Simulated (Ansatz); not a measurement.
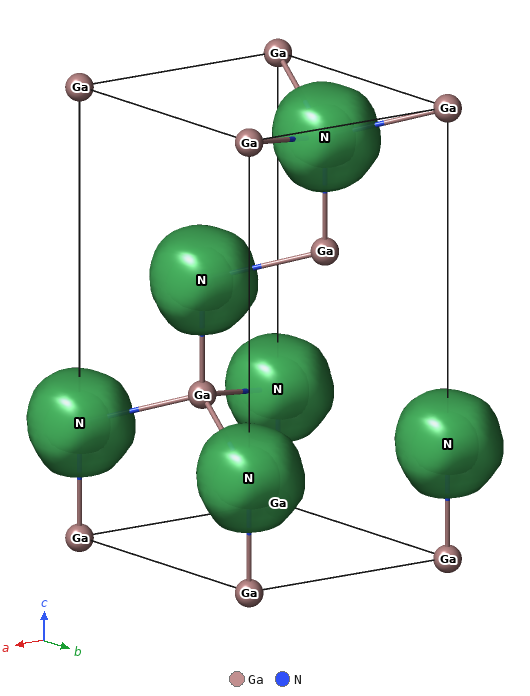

*GaN. Isosurface of the ELF at 0.75 (green), seen at an oblique angle. Only the valence region is drawn (cores and ρ < 0.01 e/Å³ removed). Sticks mark near contacts.*

Space group R3m; started from the zincblende prototype, which need not be the ambient phase; changed on purpose from its base cell (epitaxial 111 strain +4.0%); computed pressure about −4 GPa in this cell.

All numbers below come from DFT, PBE, plane waves, PAW in Ansatz 0.2.0.

```
CELL_PARAMETERS angstrom
2.33891 0.00000 -2.33891
-2.33891 2.33891 0.00000
4.42539 4.42539 4.42539
ATOMIC_POSITIONS crystal
Ga 0.66667 0.33333 0.33104
Ga 0.33333 0.66667 0.66437
Ga 0.00000 0.00000 0.99770
N 0.00000 0.00000 0.25230
N 0.66667 0.33333 0.58563
N 0.33333 0.66667 0.91896
```

### Describe the localisation domains.

The ELF exceeds this value in three regions wrapped around N (the valence shell of each), counted in one cell of 6 atoms. Regions shared between cells count once. Along the contacts the grid gives the following. Ga–N (1.95 Å): the ELF peaks at about 0.85 in the valence shell of N, 0.7 Å from its nucleus, and is about 0.50 at the midpoint. Ga–N (2.00 Å): the ELF peaks at about 0.85 in the valence shell of N, 0.7 Å from its nucleus, and is about 0.45 at the midpoint.

### Does the calculation make it a metal, or give it a gap?

It is gapped, with a Kohn–Sham gap of 1.1 eV on the k-point mesh (the band edges may lie off the mesh, which would make the gap smaller).
